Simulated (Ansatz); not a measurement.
System CdS (space group Pm-3m, No. 221); source of the atomic positions: the input geometry of an electronic-structure calculation (not necessarily at equilibrium); the starting structure was generated, so it need not be a known form of this composition.

```cif
data_structure
_symmetry_space_group_name_H-M 'P 1'
_symmetry_Int_Tables_number 1
_cell_length_a 3.3869
_cell_length_b 3.3869
_cell_length_c 3.3869
_cell_angle_alpha 90.000
_cell_angle_beta 90.000
_cell_angle_gamma 90.000
_cell_volume 38.85
loop_
_atom_site_label
_atom_site_type_symbol
_atom_site_fract_x
_atom_site_fract_y
_atom_site_fract_z
_atom_site_occupancy
Cd1 Cd 0.00000 0.00000 0.00000 1
S1 S 0.50000 0.50000 0.50000 1
```

Bonds are taken as Cd–S below 3.3 Å. Simplification: prune 0- and 1-connected atoms, fold 2-connected ones into links.

What net does this leave?

The result is a uninodal 8-connected, three-periodic net: Cd and S are 8-connected nodes. It is the bcu net, known from CsCl and the body-centred cubic metals. It is a single net, without interpenetration.

| node | links | point symbol | coordination sequence |
| --- | --- | --- | --- |
| Cd and S | 8 | 4^24.6^4 | 8 26 56 98 152 218 296 386 488 602 |

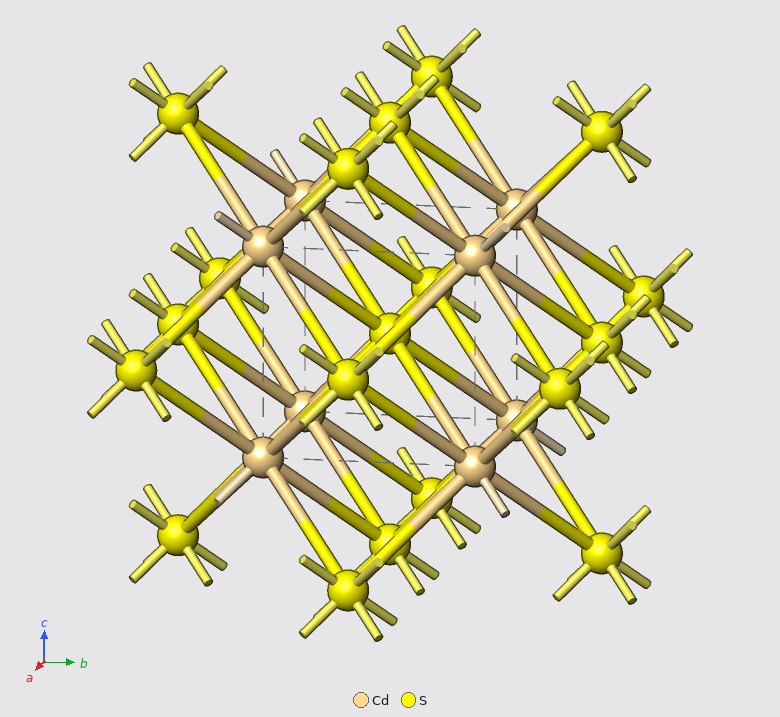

Nodes are coloured by element. Short stubs are edges that leave the cut-out.
